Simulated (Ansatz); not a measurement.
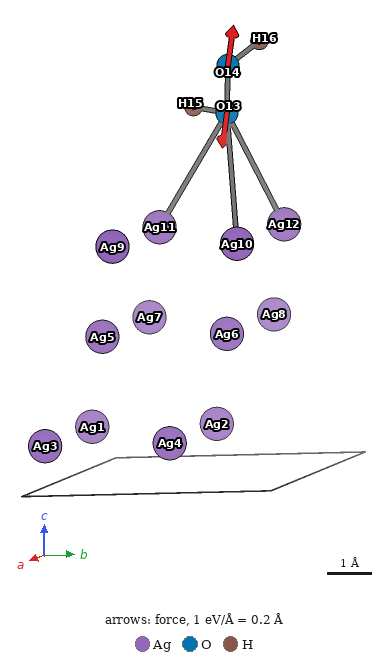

Starting geometry of a slab of composition Ag$_{6}$HO (cut from the Fm-3m phase) with the computed forces as red arrows. A ball-and-stick model of the cell of the calculation, outlined in the plane, without the vacuum (origin shifted), seen slightly off an axis.

Case: 1 H2O2 a cell, donor, over a hollow Ag-Ag-Ag site. The slab is the (1 1 1) face of Ag with H2O2 on it. 4 atoms are held fixed.

Computed with DFT PBE+D3(BJ), scalar-relativistic, plane waves, PAW in Ansatz 0.2.0. (plane-wave cutoff 420 eV; k-point mesh 4 × 4 × 1; occupations gaussian; smearing width 0.1 eV; no spin polarisation; dipole correction; atoms relaxed in a fixed cell; force threshold 0.04 eV/Å; at most 100 steps)

Is this structure relaxed? If not, where do the atoms go?

It isn't relaxed: the largest force vector, on O14, is 5.52 eV/Å. The final displacements have little in common with the starting forces (cosine between the two patterns 0.05). The atom that moves furthest is H15 (0.77 Å at 54° to the normal (−c side)). Largest moves by element: H 0.77 Å, O 0.59 Å, Ag 0.05 Å. The cell doesn't change. Some distances before and after: Ag10–O13 3.222 → 2.863 Å, Ag12–O13 3.222 → 2.992 Å, O13–O14 1.317 → 1.484 Å, Ag11–O13 3.222 → 3.384 Å. Among the angles between lasting bonds that change: O13–O14–H16 104.8° → 99.5°, O14–O13–H15 104.8° → 101.5°. Over 8 accepted moves (9 points after the start) the energy falls by 0.420 eV per cell of the calculation. Largest force component: 5.1 eV/Å at the start, 0.027 eV/Å at the end. The line search rejected the trial step at point 6 of the run. The forces were under the threshold at step 7, but the run went on from there. Cost: 5.7 min on 4 threads of Arm Neoverse V1, on a shared host, peak memory 2.5 GiB.

Limits of the set-up: the periodic images lie only 5.8 Å apart, so the values are limited by the cell's size.
